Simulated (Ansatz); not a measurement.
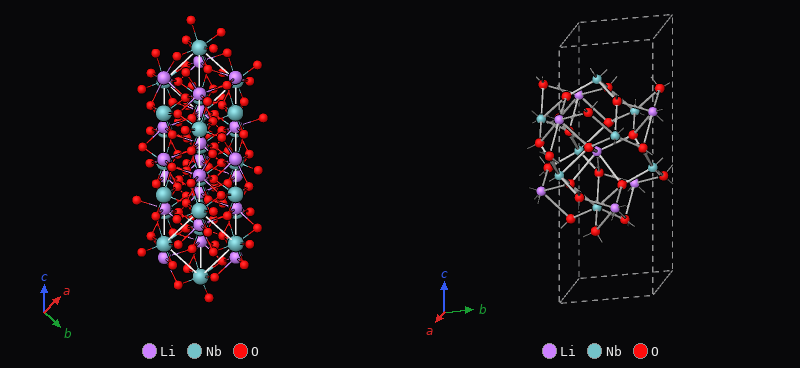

Left: the structure. Right: its underlying net. Nodes are coloured by element. Edges to nodes outside the piece are drawn as stubs.

The compound is LiNbO₃ (space group R3c, No. 161), taken as the end point of a relaxation at fixed volume with DFT r2SCAN, scalar-relativistic, plane waves, PAW in Ansatz.

Bonds are taken as Li–O below 2.5 Å and Nb–O below 2.4 Å. The graph is simplified in the usual way: terminal and isolated atoms are pruned, two-connected atoms become edges.

The result is a binodal (4,6)-connected, three-periodic net: O is a 4-connected node; Li and Nb are 6-connected nodes, in the ratio 3:2. It is the cor net, known from corundum. It is a single net, without interpenetration.

```json
{"node": "O", "links": "4", "point symbol": "4^3.6^3", "coordination sequence": "4 16 26 66 70 150 136 264 224 414"}
{"node": "Li and Nb", "links": "6", "point symbol": "4^6.6^9", "coordination sequence": "6 13 39 46 105 101 204 178 336 277"}
```
